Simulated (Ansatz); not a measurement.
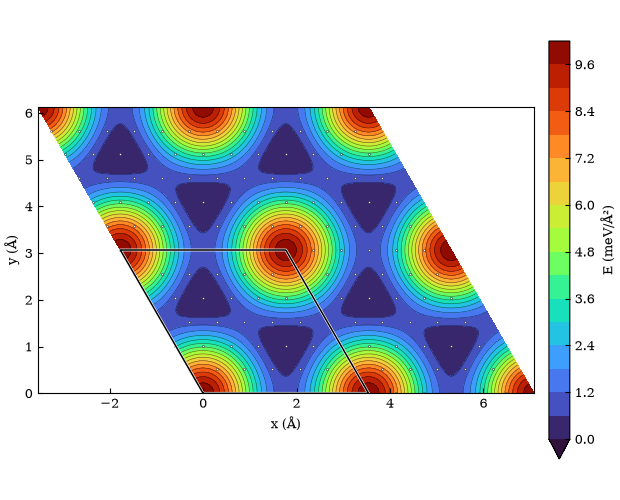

A bilayer of two PtS₂ sheets (1T type), the upper one turned by 180 degrees about the normal (6 atoms in the cell). The upper layer of a bilayer is slid over the lower one; relaxed at each slide: nothing; the origin of the map has S4 above S3; the distance between the facing planes is held at 3.24 Å. Places are given modulo a cell vector. The map is drawn in real space over the plane of the slide. The grid has 6 × 6 points; 7 points were computed and 29 follow by symmetry. All energies are given in meV/Å² relative to the lowest grid point. At a held distance the lowest stacking need not be the one that binds best once the distance relaxes. These are results of DFT PBE+D3(BJ), scalar-relativistic, plane waves, PAW (Ansatz), not measurements. Settings: cutoff 420 eV, k-mesh 9×9×1, gaussian smearing 0.05 eV, no spin polarisation.

The picture shows filled contours, dots at the grid points, the outline of one cell of the 2 × 2 shown. Between grid points the surface is interpolated.

The lowest grid point is at (2/6, 4/6) of the cell vectors; the map holds 2 wells of about this depth. The highest grid point, (0/6, 0/6) of the cell vectors, lies 10.0 meV/Å² above the lowest. On the interpolated surface the easiest way out of the lowest well to a well of about the same depth near (4/6, 2/6) of the cell vectors passes a barrier of about 0.8 meV/Å². Facing atoms of the upper layer at the lowest point: S above S of a deeper plane, the Pt behind them above S; at the highest: S above S, the Pt behind them above Pt.

The scan is repeated with another setting: the distance between the facing planes is held at 3.84 Å; all else is set up alike.

### How does the landscape change?

The lowest place stays at (2/6, 4/6) of the cell vectors. The span from the lowest to the highest grid point shrinks from 10.0 to 1.5 meV/Å². The easiest pass out of the lowest well goes from about 0.8 to about 0.14 meV/Å² on the interpolated surfaces. Further apart, the short-range repulsion between facing atoms, which depends on the stacking, fades. In the new map: facing atoms of the upper layer at the lowest point: S above S of a deeper plane, the Pt behind them above S; at the highest: S above S, the Pt behind them above Pt.

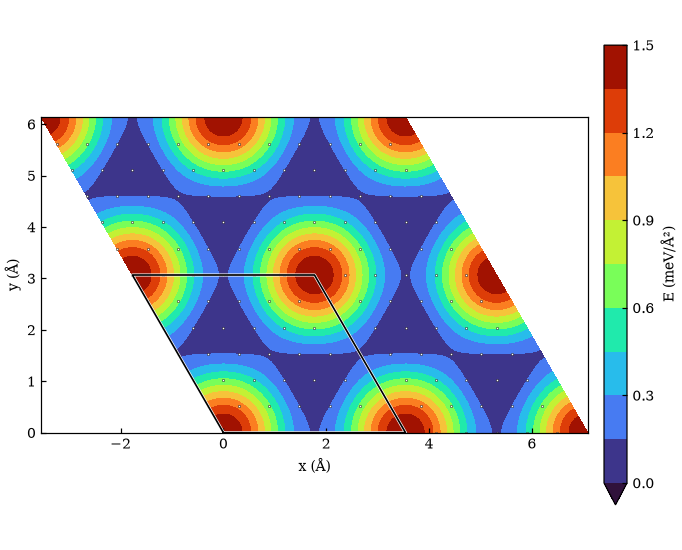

The map after the change, on a colour scale of its own. The picture shows filled contours, dots at the grid points, the outline of one cell of the 2 × 2 shown. Between grid points the surface is interpolated.

PAW datasets: the set soft_1.
